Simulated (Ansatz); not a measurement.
Run report: ZnO, geometry relaxation (part 1 of 3)

System: ZnO (slab, 16 atoms in the cell).
Method: DFT PBEsol, scalar-relativistic, plane waves, PAW, no spin polarisation (Ansatz 0.2.0).

The structure derives from an entry of the Crystallography Open Database. It belongs to a series of runs on one base structure; here: (1 0 0) slab, atoms relaxed.

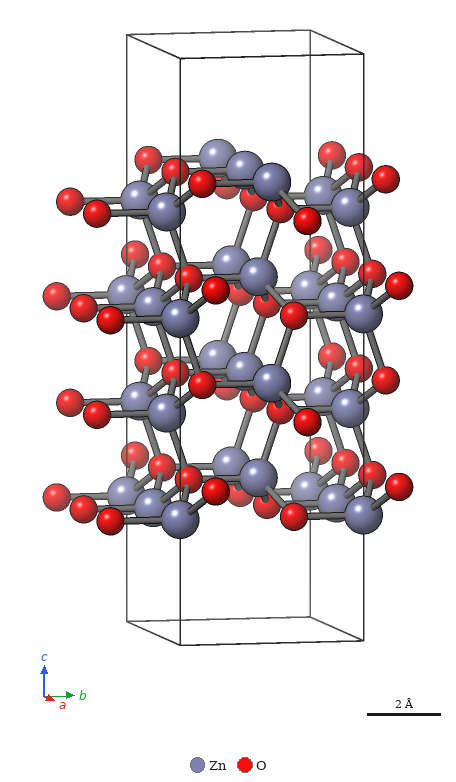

Fig. 1: The input geometry (ball-and-stick view of the 2 × 1 repeat of the cell, with the vacuum cut short, seen slightly off an axis; bonded neighbours outside the cell are drawn too). An atom can appear more than once, as a periodic image. Near neighbours in the periodic cell (some may lie outside the picture): Zn has 3 O at 1.97 to 1.98 Å; O has 3 Zn at 1.97 to 1.98 Å; Zn has 4 O at 1.97 to 1.98 Å; O has 4 Zn at 1.97 to 1.98 Å.

## Results in brief

```json
{"quantity": "outcome", "value": "converged"}
{"quantity": "electrons treated", "value": "144"}
{"quantity": "free energy", "value": "−30734.9339 eV"}
{"quantity": "work function, top face", "value": "5.37 eV"}
{"quantity": "work function, bottom face", "value": "5.37 eV"}
{"quantity": "Fermi energy", "value": "0.729 eV"}
{"quantity": "gap on the k-point mesh", "value": "0.87 eV"}
{"quantity": "final volume", "value": "409.68 Å³"}
{"quantity": "work function (upper face)", "value": "5.37 eV"}
{"quantity": "largest force (length of the vector) at the end", "value": "0.015 eV/Å"}
{"quantity": "hardware", "value": "2 threads of Arm Neoverse V1, 24 GiB of memory available, shared host"}
{"quantity": "wall time", "value": "4.9 min (CPU time 9.7 min)"}
{"quantity": "peak memory", "value": "0.97 GiB"}
```

The program warns: the exchange-correlation potential is rough where the density is thin.

## The input
```yaml
crystal:
  lattice:
    - [3.2300235105, 0.0, 0.0]
    - [0.0, 5.2142972728, 0.0]
    - [0.0, 0.0, 24.3242747163]
  atoms:
    - { symbol: Zn, position: [0.0, 0.9984156875, 0.3083339622] }
    - { symbol: O, position: [0.0, 0.6194843125, 0.3083339622] }
    - { symbol: Zn, position: [0.5, 0.4984156875, 0.3466671697] }
    - { symbol: O, position: [0.5, 0.1194843125, 0.3466671697] }
    - { symbol: Zn, position: [0.5, 0.9984156875, 0.4233335849] }
    - { symbol: O, position: [0.5, 0.6194843125, 0.4233335849] }
    - { symbol: Zn, position: [0.0, 0.4984156875, 0.4616667924] }
    - { symbol: O, position: [0.0, 0.1194843125, 0.4616667924] }
    - { symbol: Zn, position: [0.0, 0.9984156875, 0.5383332076] }
    - { symbol: O, position: [0.0, 0.6194843125, 0.5383332076] }
    - { symbol: Zn, position: [0.5, 0.4984156875, 0.5766664151] }
    - { symbol: O, position: [0.5, 0.1194843125, 0.5766664151] }
    - { symbol: Zn, position: [0.5, 0.9984156875, 0.6533328303] }
    - { symbol: O, position: [0.5, 0.6194843125, 0.6533328303] }
    - { symbol: Zn, position: [0.0, 0.4984156875, 0.6916660378] }
    - { symbol: O, position: [0.0, 0.1194843125, 0.6916660378] }
basis:
  ecutwfc: 420
kpoints:
  mp_grid: { grid: [8, 5, 1] }
hamiltonian:
  xc: pbesol
scf:
  occupations: { method: gaussian, width: 0.05 }
output:
  forces: true
  eigenvalues: true
  write_density: true
  write_potential: true
  elf: true
  volumetric_format: npy
relax:
  adjacent_minimum: "off"
  f_tol: 0.02
  max_steps: 60
efield:
  axis: 3
  dipole_correction: true
  ramp_width: 0.04
```

Launched with:
```bash
ansatz run input.yaml --threads 2 --pin off --max-ram 5120MiB --backend cpu --events-out ev --progress --plain --runs-dir out
```

## What the program printed
```
Engine: ansatz 0.2.0, aarch64-unknown-linux-gnu
Pseudopotentials: kind: paw
Pseudopotential: Zn, paw, valence charge 12, recommended cutoff 420 eV (normal), Zn.paw.azcp
Pseudopotential: O, paw, valence charge 6, recommended cutoff 420 eV (normal), O.paw.azcp
Functional definition: PBEsol
  exchange = pbesol_x
  correlation = pbesol_c
Crystal: 16 atoms, lattice volume = 409.677 Å³
Basis set: ecut = 420 eV, 8055 PW (Γ), exchange–correlation on 48×72×360 points (8 copies of the dense FFT grid, shifted against one another)
Bands: 88, of which v1, the nominal top of the filled ones, is band 72 counted from 1 (71 counted from 0)
Symmetry: 2 space group operations
k-points: 15 of 40 (time reversal used)
Non-local potential: Zn, projectors of the file, l = 0: 2, l = 1: 2, l = 2: 3, l = 3: 1
Non-local potential: O, projectors of the file, l = 0: 2, l = 1: 2, l = 2: 1
PAW form: soft (Blöchl's): semilocal exchange-correlation on the pseudo side does not see the compensation charge
PAW frozen core: Zn, regenerated for the run's functional, and the local potential with it (the file was generated under x = pbe(κ = 0.804, μ = 0.2195149727645171), c = pbe(β = 0.06672455060314922))
PAW frozen core: O, regenerated for the run's functional, and the local potential with it (the file was generated under x = pbe(κ = 0.804, μ = 0.2195149727645171), c = pbe(β = 0.06672455060314922))
PAW one-centre angular grid: Zn, 590 points (default); XC on 64 Gauss nodes
PAW one-centre angular grid: O, 110 points (default); XC on 64 Gauss nodes
Initial density: superposition of atomic densities (neutral atoms: chi_scale 0, normalization atom), corrected by the library's trained network
Initial wavefunctions: pseudopotential atomic-orbital guess
Functional: x = pbesol(κ = 0.804, μ = 0.12345679012345678), c = pbesol(β = 0.046)
SCF iter   1: F=—  HF=-30734.274056 eV  |F-HF|=—  |Δ(HF+E_count)|=         —  Δρ=1.09e-2  dr2=3.98e-1  ethr=1.77e-3  p=0.000 e·Å  D=6.68e-14 V/Å  ΔV_dip=-0.00 eV  dr2_dipole=6.97e-10  V_vac-E_F(+/−)=4.73/4.73 eV  ⟨swp⟩=7.9  Hψ=6258  notcnv=0  defer=40
efield: sawtooth ramp at fractional position 0.9800 (placed from the atoms, in the widest stretch of the axis that holds none; the zero of the levels goes with the place), width 0.0400; the density the first Hamiltonian is built on has a dipole p = 0.000 e·Å; the dipole correction subtracts the counter field D = 6.68e-14 V/Å, which shifts the + side's vacuum level by -0.00 eV against the − side's; the planar-averaged density in the ramp window peaks in size at 1.2e-5 e/Å³
preconditioner: auto → Resta (q_TF=auto, 2.292 Å⁻¹)  ε∞=4.6  [insulator: Δε(μ)=0.325 eV  Ē_g=11.622 eV  σ=0.050 eV  W_gap=1.00  n_scr=68 (ndim 8)  ℏωp=22.0 eV  f_vac=0.513  D(μ)=0.00/eV (n_scr^D=0)  ε∞_Penn≈4.6  vacuum switching on, ρ_ref=9.8e-3 e/Å³]
SCF iter   2: F=—  HF=-30734.176831 eV  |F-HF|=—  |Δ(HF+E_count)|=   9.72e-2  Δρ=2.71e-3  dr2=1.89e-2  ethr=2.76e-4  p=0.000 e·Å  D=3.98e-6 V/Å  ΔV_dip=-0.00 eV  dr2_dipole=8.08e-10  V_vac-E_F(+/−)=4.94/4.94 eV  ⟨swp⟩=2.1  Hψ=2684  notcnv=0  defer=157
SCF iter   3: F=—  HF=-30734.173144 eV  |F-HF|=—  |Δ(HF+E_count)|=   3.69e-3  Δρ=7.52e-4  dr2=2.33e-3  ethr=1.31e-5  p=0.000 e·Å  D=1.12e-6 V/Å  ΔV_dip=-0.00 eV  dr2_dipole=4.32e-12  V_vac-E_F(+/−)=4.90/4.90 eV  ⟨swp⟩=2.0  Hψ=2257  notcnv=0  defer=157
SCF iter   4: F=—  HF=-30734.173533 eV  |F-HF|=—  |Δ(HF+E_count)|=   3.89e-4  Δρ=5.44e-4  dr2=1.03e-3  ethr=1.62e-6  p=0.000 e·Å  D=8.96e-7 V/Å  ΔV_dip=-0.00 eV  dr2_dipole=1.49e-10  V_vac-E_F(+/−)=4.91/4.91 eV  ⟨swp⟩=2.0  Hψ=2171  notcnv=0  defer=157
SCF iter   5: F=—  HF=-30734.173438 eV  |F-HF|=—  |Δ(HF+E_count)|=   9.55e-5  Δρ=1.15e-4  dr2=4.01e-5  ethr=7.18e-7  p=-0.000 e·Å  D=-2.31e-7 V/Å  ΔV_dip=0.00 eV  dr2_dipole=6.97e-12  V_vac-E_F(+/−)=4.90/4.90 eV  ⟨swp⟩=2.0  Hψ=2209  notcnv=0  defer=157
SCF iter   6: F=—  HF=-30734.173468 eV  |F-HF|=—  |Δ(HF+E_count)|=   3.06e-5  Δρ=1.01e-4  dr2=3.40e-5  ethr=6.94e-9  p=0.000 e·Å  D=5.65e-7 V/Å  ΔV_dip=-0.00 eV  dr2_dipole=2.73e-11  V_vac-E_F(+/−)=4.90/4.90 eV  ⟨swp⟩=22.0  Hψ=15999  notcnv=0
iter 7 did not close the SCF: its close was put off until two iterations running show no level that it waits for move by more than its bar (scf_convergence_deferred on its scf_iter line)
SCF iter   7: F=-30734.173462 eV  HF=-30734.173464 eV  |F-HF|=2.64e-6  |Δ(HF+E_count)|=   3.77e-6  Δρ=3.30e-5  dr2=3.26e-6  ethr=6.94e-9  p=0.000 e·Å  D=2.60e-7 V/Å  ΔV_dip=-0.00 eV  dr2_dipole=2.30e-12  V_vac-E_F(+/−)=4.90/4.90 eV  ⟨swp⟩=12.7  Hψ=12204  notcnv=0
SCF iter   8: F=-30734.173464 eV  HF=-30734.173464 eV  |F-HF|=1.78e-7  |Δ(HF+E_count)|=   5.76e-7  Δρ=8.05e-6  dr2=2.21e-7  ethr=2.26e-9  p=-0.000 e·Å  D=-5.49e-8 V/Å  ΔV_dip=0.00 eV  dr2_dipole=1.86e-13  V_vac-E_F(+/−)=4.90/4.90 eV  ⟨swp⟩=10.6  Hψ=11601  notcnv=0
SCF 1 converged in 8 iterations: F = -30734.173464 eV  dr2 = 2.21e-7
  greatest PAW one-centre occupation: 0.988 electrons in one spin orbital (limit 2), on the Zn atom at site 0 (counted from 0), in its partial waves of l = 2
relax step   1: F+E_penalty+E_count = -30734.17346369 eV  Δ(F+E_penalty+E_count) = +0.000e0 eV  max|allowed force component| = 1.418e0 eV/Å  Δτ_max = 0.0000 Å  (8 SCF iters, dr2 threshold 1.00e-5 eV, accepted)
Initial density: handed on by an earlier stage of this run
Initial wavefunctions: those handed on with the density
iter 1 solved again at ethr=5.36e-5 eV; its pass at ethr=3.10e-3 eV (dr2=7.72e-2 eV) is discarded
SCF iter   1: F=—  HF=-30734.648773 eV  |F-HF|=—  |Δ(HF+E_count)|=         —  Δρ=5.48e-3  dr2=7.60e-2  ethr=5.36e-5  p=-0.000 e·Å  D=-5.49e-8 V/Å  ΔV_dip=0.00 eV  dr2_dipole=5.67e-12  V_vac-E_F(+/−)=4.81/4.81 eV  ⟨swp⟩=1.7  Hψ=5019  notcnv=0  defer=156
efield: sawtooth ramp at fractional position 0.9800 (handed on by an earlier solve), width 0.0400; the density the first Hamiltonian is built on has a dipole p = -0.000 e·Å; the dipole correction subtracts the counter field D = -5.49e-8 V/Å, which shifts the + side's vacuum level by +0.00 eV against the − side's; the planar-averaged density in the ramp window peaks in size at 3.7e-6 e/Å³
preconditioner: auto → Resta (q_TF=auto, 2.292 Å⁻¹)  ε∞=4.5  [insulator: Δε(μ)=0.657 eV  Ē_g=11.774 eV  σ=0.050 eV  W_gap=1.00  n_scr=68 (ndim 8)  ℏωp=22.0 eV  f_vac=0.521  D(μ)=0.00/eV (n_scr^D=0)  ε∞_Penn≈4.5  vacuum switching on, ρ_ref=1.0e-2 e/Å³]
SCF iter   2: F=—  HF=-30734.632570 eV  |F-HF|=—  |Δ(HF+E_count)|=   1.62e-2  Δρ=2.72e-3  dr2=2.60e-2  ethr=5.27e-5  p=0.000 e·Å  D=1.41e-7 V/Å  ΔV_dip=-0.00 eV  dr2_dipole=1.11e-13  V_vac-E_F(+/−)=4.89/4.89 eV  ⟨swp⟩=2.0  Hψ=2063  notcnv=0  defer=156
SCF iter   3: F=—  HF=-30734.629080 eV  |F-HF|=—  |Δ(HF+E_count)|=   3.49e-3  Δρ=1.58e-3  dr2=7.51e-3  ethr=1.80e-5  p=0.000 e·Å  D=2.14e-8 V/Å  ΔV_dip=-0.00 eV  dr2_dipole=5.82e-12  V_vac-E_F(+/−)=5.04/5.04 eV  ⟨swp⟩=2.0  Hψ=2315  notcnv=0  defer=156
SCF iter   4: F=—  HF=-30734.626630 eV  |F-HF|=—  |Δ(HF+E_count)|=   2.45e-3  Δρ=3.67e-4  dr2=7.26e-4  ethr=5.22e-6  p=0.000 e·Å  D=2.65e-7 V/Å  ΔV_dip=-0.00 eV  dr2_dipole=1.73e-13  V_vac-E_F(+/−)=5.07/5.07 eV  ⟨swp⟩=2.0  Hψ=2263  notcnv=0  defer=156
SCF iter   5: F=—  HF=-30734.626861 eV  |F-HF|=—  |Δ(HF+E_count)|=   2.30e-4  Δρ=2.89e-4  dr2=3.45e-4  ethr=5.04e-7  p=0.000 e·Å  D=1.96e-7 V/Å  ΔV_dip=-0.00 eV  dr2_dipole=2.92e-13  V_vac-E_F(+/−)=5.09/5.09 eV  ⟨swp⟩=2.0  Hψ=2425  notcnv=0  defer=164
SCF iter   6: F=-30734.626857 eV  HF=-30734.626837 eV  |F-HF|=1.95e-5  |Δ(HF+E_count)|=   2.31e-5  Δρ=6.96e-5  dr2=2.27e-5  ethr=6.94e-8  p=0.000 e·Å  D=1.36e-7 V/Å  ΔV_dip=-0.00 eV  dr2_dipole=6.65e-13  V_vac-E_F(+/−)=5.10/5.10 eV  ⟨swp⟩=20.6  Hψ=14776  notcnv=0
SCF 2 converged in 6 iterations: F = -30734.626857 eV  dr2 = 2.27e-5
  greatest PAW one-centre occupation: 0.988 electrons in one spin orbital (limit 2), on the Zn atom at site 14 (counted from 0), in its partial waves of l = 2
relax step   2: F+E_penalty+E_count = -30734.62685692 eV  Δ(F+E_penalty+E_count) = -4.534e-1 eV  max|allowed force component| = 9.124e-1 eV/Å  Δτ_max = 0.1567 Å  (6 SCF iters, dr2 threshold 1.00e-4 eV, accepted)
SCF iter   1: F=—  HF=-30734.905812 eV  |F-HF|=—  |Δ(HF+E_count)|=         —  Δρ=7.12e-3  dr2=1.17e-1  ethr=8.20e-4  p=0.000 e·Å  D=1.36e-7 V/Å  ΔV_dip=-0.00 eV  dr2_dipole=4.16e-12  V_vac-E_F(+/−)=5.05/5.05 eV  ⟨swp⟩=4.9  Hψ=3946  notcnv=0  defer=139
efield: sawtooth ramp at fractional position 0.9800 (handed on by an earlier solve), width 0.0400; the density the first Hamiltonian is built on has a dipole p = 0.000 e·Å; the dipole correction subtracts the counter field D = 1.36e-7 V/Å, which shifts the + side's vacuum level by -0.00 eV against the − side's; the planar-averaged density in the ramp window peaks in size at 4.4e-6 e/Å³
preconditioner: auto → Resta (q_TF=auto, 2.292 Å⁻¹)  ε∞=4.4  [insulator: Δε(μ)=0.888 eV  Ē_g=11.963 eV  σ=0.050 eV  W_gap=1.00  n_scr=68 (ndim 8)  ℏωp=22.0 eV  f_vac=0.529  D(μ)=0.00/eV (n_scr^D=0)  ε∞_Penn≈4.4  vacuum switching on, ρ_ref=1.0e-2 e/Å³]
SCF iter   2: F=—  HF=-30734.887304 eV  |F-HF|=—  |Δ(HF+E_count)|=   1.85e-2  Δρ=3.31e-3  dr2=3.43e-2  ethr=8.14e-5  p=0.000 e·Å  D=9.33e-7 V/Å  ΔV_dip=-0.00 eV  dr2_dipole=6.70e-13  V_vac-E_F(+/−)=5.09/5.09 eV  ⟨swp⟩=2.5  Hψ=2610  notcnv=0  defer=158
SCF iter   3: F=—  HF=-30734.882809 eV  |F-HF|=—  |Δ(HF+E_count)|=   4.49e-3  Δρ=1.69e-3  dr2=1.06e-2  ethr=2.38e-5  p=0.000 e·Å  D=6.89e-7 V/Å  ΔV_dip=-0.00 eV  dr2_dipole=8.63e-12  V_vac-E_F(+/−)=5.18/5.18 eV  ⟨swp⟩=2.0  Hψ=2222  notcnv=0  defer=158
SCF iter   4: F=—  HF=-30734.882063 eV  |F-HF|=—  |Δ(HF+E_count)|=   7.46e-4  Δρ=5.10e-4  dr2=1.14e-3  ethr=7.35e-6  p=-0.000 e·Å  D=-2.55e-8 V/Å  ΔV_dip=0.00 eV  dr2_dipole=3.06e-13  V_vac-E_F(+/−)=5.25/5.25 eV  ⟨swp⟩=2.0  Hψ=2185  notcnv=0  defer=158
SCF iter   5: F=—  HF=-30734.882250 eV  |F-HF|=—  |Δ(HF+E_count)|=   1.87e-4  Δρ=3.38e-4  dr2=4.58e-4  ethr=7.95e-7  p=-0.000 e·Å  D=-1.11e-7 V/Å  ΔV_dip=0.00 eV  dr2_dipole=2.43e-12  V_vac-E_F(+/−)=5.27/5.27 eV  ⟨swp⟩=2.0  Hψ=2304  notcnv=0  defer=158
SCF iter   6: F=-30734.882254 eV  HF=-30734.882246 eV  |F-HF|=8.45e-6  |Δ(HF+E_count)|=   4.37e-6  Δρ=8.23e-5  dr2=3.64e-5  ethr=3.61e-8  p=0.000 e·Å  D=7.91e-8 V/Å  ΔV_dip=-0.00 eV  dr2_dipole=1.40e-12  V_vac-E_F(+/−)=5.28/5.28 eV  ⟨swp⟩=20.7  Hψ=15465  notcnv=0
SCF 3 converged in 6 iterations: F = -30734.882254 eV  dr2 = 3.64e-5
relax step   3: F+E_penalty+E_count = -30734.88225412 eV  Δ(F+E_penalty+E_count) = -2.554e-1 eV  max|allowed force component| = 6.808e-1 eV/Å  Δτ_max = 0.1901 Å  (6 SCF iters, dr2 threshold 5.20e-5 eV, accepted)
```
